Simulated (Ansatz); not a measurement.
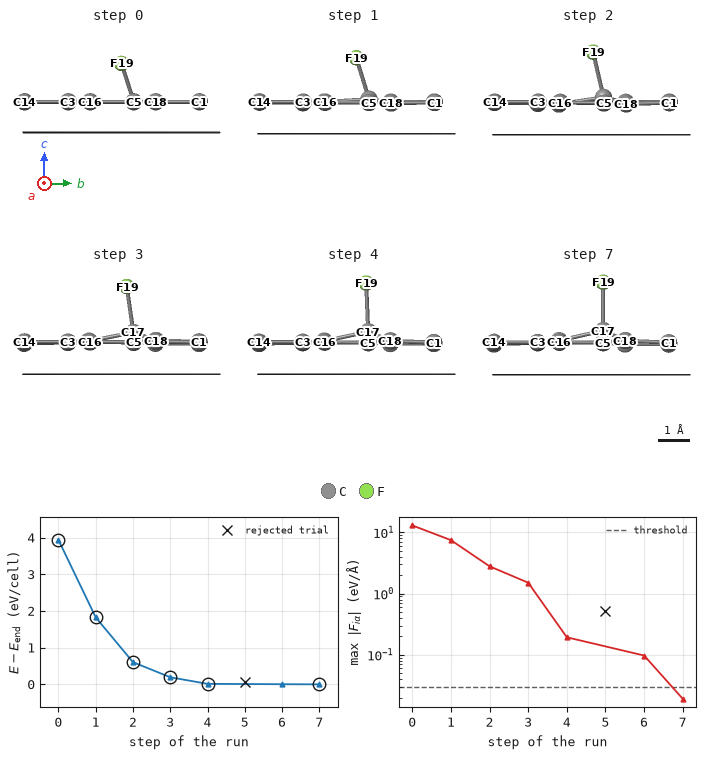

Frames of a relaxation of a slab of composition C18F, marked on the history of the run. Style: ball-and-stick. Shown: the cell of the calculation, outlined in the plane, without the vacuum (origin shifted), along the a axis.

It is F on graphene monolayer, set down by a guess. The run prepares an end point of a later path (adatom hop) calculation, from a guessed geometry.

Method: DFT PBE, scalar-relativistic, plane waves, PAW in Ansatz 0.2.0. Settings: plane-wave cutoff 420 eV; k-point mesh 2 × 2 × 1; occupations gaussian; smearing width 0.05 eV; collinear spin; atoms relaxed in a fixed cell; force threshold 0.03 eV/Å; at most 60 steps.

Question: Describe the path.

Answer: After 6 accepted moves (7 points after the start) the energy has fallen by 3.941 eV per cell of the calculation. The largest force component goes from 13 to 0.019 eV/Å. The line search rejected the trial step at point 5 of the run. The largest move relative to the layer's centre is that of the F atom, 0.80 Å at 35° to the normal (+c side). By element the largest moves are F 0.80 Å, C 0.33 Å. The cell stays as it was. Near-neighbour distances that change, for instance: C–F 1.635 → 2.381 Å, C–F 1.343 → 1.572 Å, C–C 1.424 → 1.474 Å, C–C 1.424 → 1.415 Å. Bond angles that change, for instance: C–C–F 72.4° → 102.8°, C–C–F 88.6° → 102.8°, C–C–F 109.1° → 102.9°. The program noted that the starting moments weren't kept. The run may lie on a higher electronic state than the lowest, so the end point isn't shown to be the ground-state structure. From step 0 to 1: the F atom moves most (0.19 Å), energy −2.114 eV per cell of the calculation. From step 1 to 2: the F atom moves most (0.19 Å), energy −1.221 eV per cell of the calculation. From step 2 to 3: the F atom moves most (0.20 Å), energy −0.412 eV per cell of the calculation. From step 3 to 4: the F atom moves most (0.20 Å), energy −0.180 eV per cell of the calculation. From step 4 to 7: the F atom moves most (0.07 Å), energy −13.5 meV per cell of the calculation.

```
step  E − E(0), meV/atom  largest force component, eV/Å      note
   0                0.00                        13.0045          
   1             -111.28                         7.4695          
   2             -175.54                         2.7911          
   3             -197.21                         1.5074          
   4             -206.68                         0.1933          
   5             -204.71                         0.5157  rejected
   6             -207.20                         0.0974          
   7             -207.40                         0.0191
```

Limits of the set-up: the k-point mesh is coarse for a cell with partly filled bands; the periodic images lie only 7.4 Å apart, so the values are limited by the cell's size.
